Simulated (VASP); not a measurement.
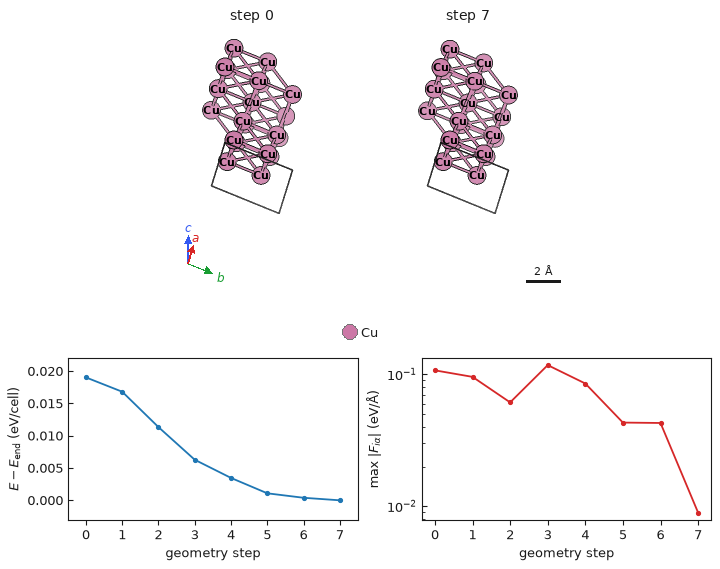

First and last geometry of a relaxation of a slab of composition Cu, with the history of the run. A ball-and-stick model of the cell of the calculation, outlined in the plane, without the vacuum, seen from a free direction.

The run lets the atoms move in a fixed cell. 8 atoms are held fixed.

All numbers below come from VASP, Kohn-Sham DFT of a periodic cell, RPBE, VASP PAW PBE potentials, recommended.

Input file:
```
SYSTEM = Cu
ALGO = Normal
DIPOL = 0.5 0.5 0.500
EDIFF = 1E-6
EDIFFG = -0.03
ENCUT = 450
GGA = RP
IBRION = 2
IDIPOL = 3
ISIF = 2
ISMEAR = 1
KPAR = 4
LASPH = .True.
LCHARG = .False.
LDIPOL = .True.
LREAL = Auto
LWAVE = .False.
NELM = 80
NSW = 90
PREC = Normal
SIGMA = 0.1
```

Launched with:
```bash
cat potpaw_PBE.64/Cu/POTCAR > POTCAR
mpirun -np 4 vasp_std > vasp.out
```

Question: What do the curves and the structures tell?

Answer: It converged. The largest moves, 0.072 Å, are those of Cu atoms. The cell doesn't change. Near-neighbour distances that change, for instance: Cu–Cu 2.602 → 2.571 Å. The energy falls by 19.0 meV per cell of the calculation in 7 geometry steps. Largest force component: 0.11 eV/Å at the start, 0.0089 eV/Å at the end.
